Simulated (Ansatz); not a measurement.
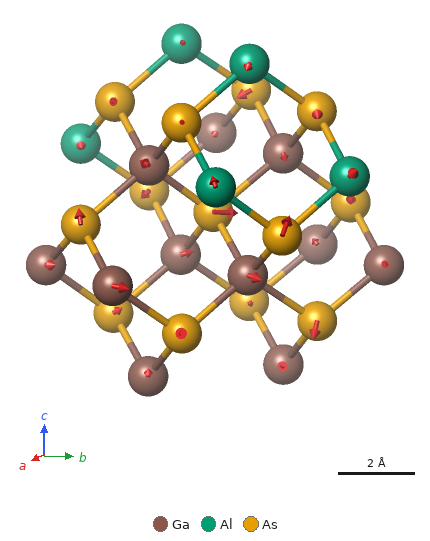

A relaxation of crystalline Ga22Al10As32 (a generated structure, set up in P1). The starting structure is drawn; red arrows show the displacements, 10 times their true length.

A ball-and-stick model of the atoms within 5.0 Å of the atom that moves most (axes of the cell of the calculation), seen slightly off an axis.

Computed with Ansatz, DFT, PBEsol, PAW, plane waves. Settings: plane-wave cutoff 420 eV; k-point mesh 1 × 1 × 1; mesh shifted by (0.25, 0.25, 0.25); no spin polarisation; cell relaxed at fixed shape; force threshold 0.03 eV/Å; at most 80 steps.

What did the optimiser do to the structure, and how much energy did it gain?

The energy falls by 6.3 meV per atom in 3 geometry steps. The largest force component goes from 0.88 to 0.017 eV/Å. Pressure: 0.09 GPa at the start and 0.00 GPa at the end. The largest move is that of an As atom, 0.079 Å roughly along [−1 1 0]. Largest moves by element: As 0.079 Å, Ga 0.070 Å, Al 0.053 Å. The cell doesn't change. Some distances before and after: As–Ga 2.373 → 2.455 Å, As–Ga 2.526 → 2.455 Å, As–Ga 2.511 → 2.448 Å, As–Ga 2.391 → 2.451 Å. Among the angles between lasting bonds that change: As–Ga–As 106.4° → 109.3°. The space group stays P1 (No. 1). Cost: 8.3 s on 1 × NVIDIA GB300 Max-Q with 32 threads of Arm Neoverse-V2, peak memory 2.4 GiB.
